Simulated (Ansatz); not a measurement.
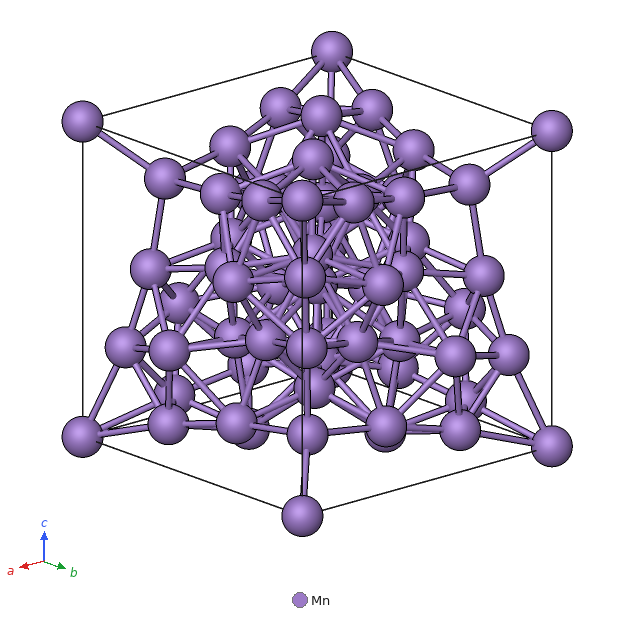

Ball-and-stick drawing of the structure, looking from a general direction. Lines trace the edges of the conventional unit cell.

What is this?

The element is manganese. Space group: I-43m (No. 217). Lattice: body-centred cubic. The cell holds 58 atoms. Counting atoms within bonding range gives coordination numbers of Mn 10 to 16 (mean 11.4). Not all metal-metal contacts are counted.

The model was built from a structure type known for this element. Earlier steps of the study may have refined or changed the cell and positions. It was set up as input for a calculation with Ansatz.
